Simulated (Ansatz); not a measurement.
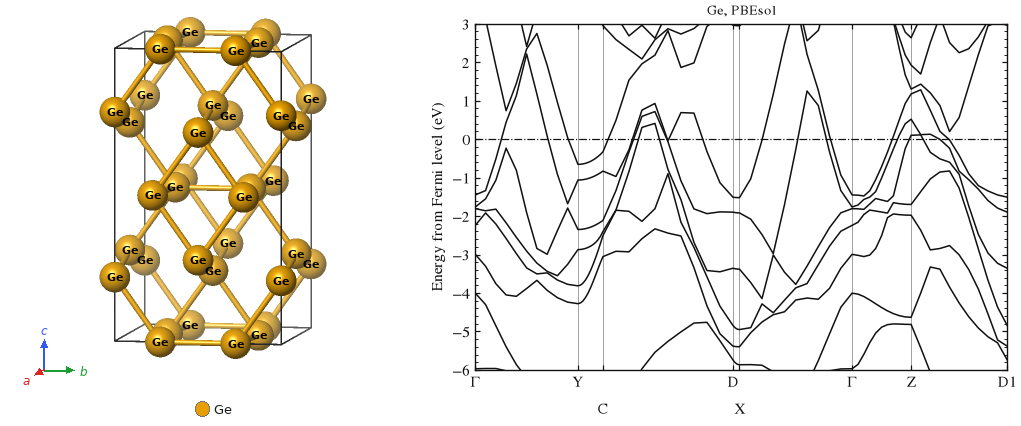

Describe the figure.

Band structure of Ge, space group Fmmm, 4 atoms in the primitive cell, strain xy of 0.02 (a = 5.90 Å, b = 5.78 Å, c = 3.98 Å, α = 71.77°, β = 68.37°, γ = 39.86°), beside the structure. Computed with Ansatz 0.2.0: PBEsol, all-electron LAPW, no spin polarisation, no spin-orbit coupling, 7×7×7 k mesh, Fermi-Dirac smearing of 0.05 eV. Energies are counted from the Fermi level. The path runs straight from each named point to the next.

A metal: bands cross the Fermi level along this path. At Z the nearest levels lie 1.70 eV below and 0.10 eV above the Fermi level.

The cell is at −6 GPa in this functional. This isn't the form of Ge at room conditions, which is diamond. Bands are joined in order of energy, so crossings between the computed points show as kinks or gaps. In reduced coordinates of the cell that was run, Y is (0.5, 0, 0.5), C is (0.5, 0.111, 0.611), D is (0.032, 0.5, 0.532), X is (0, 0.5, 0.5), Z is (0.5, 0.5, 0) and D1 is (0.968, 0.5, 0.468).
